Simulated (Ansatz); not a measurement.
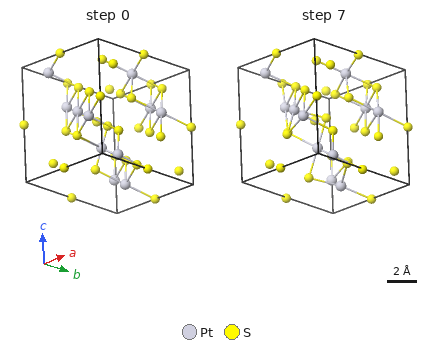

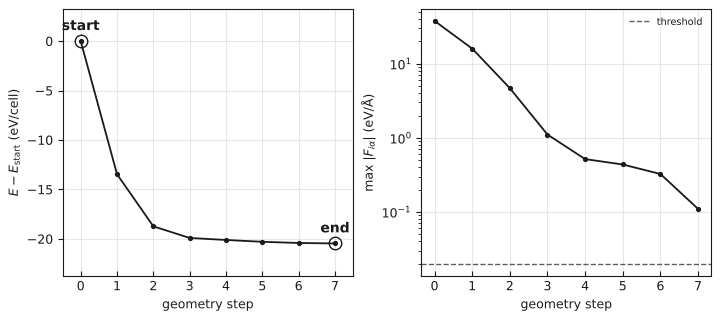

First and last geometry of a relaxation of a defect cell of composition Pt$_{11}$S$_{24}$ (started half-way along a vacancy jump, in the symmetry of that start), with the history of the run. The picture is a ball-and-stick view of the cell of the calculation (origin shifted), seen from a free direction.

Method: DFT PBE+D3(BJ), scalar-relativistic, plane waves, PAW in Ansatz. (plane-wave cutoff 420 eV; k-point mesh 3 × 3 × 3; occupations gaussian; smearing width 0.1 eV; no spin polarisation; atoms relaxed in a fixed cell; force threshold 0.02 eV/Å; at most 60 steps)

Q: Read the history and describe the run.

A: The run was cut off at its time limit before the relaxation converged, so the last structure is only a point on the way. Over 7 geometry steps the energy falls by 20.459 eV per cell of the calculation. The largest force component goes from 38 to 0.11 eV/Å. The largest moves, 0.61 Å, are those of S atoms. Largest moves by element: S 0.61 Å, Pt 0.17 Å. The cell doesn't change. Near-neighbour distances that change, for instance: S–S 3.056 → 2.163 Å, Pt–S 1.589 → 2.191 Å, Pt–S 2.991 → 2.565 Å, S–S 3.056 → 2.655 Å. New bonds form: S–S (3.06 → 2.16 Å). Among the angles between lasting bonds that change: S–Pt–S 83.1° → 99.8°, Pt–S–Pt 100.4° → 88.9°, Pt–S–Pt 69.4° → 80.6°. Cost: 7.9 min on 4 threads of Intel(R) Xeon(R) Processor @ 2.30GHz, with other jobs on the host, peak memory 1.9 GiB.
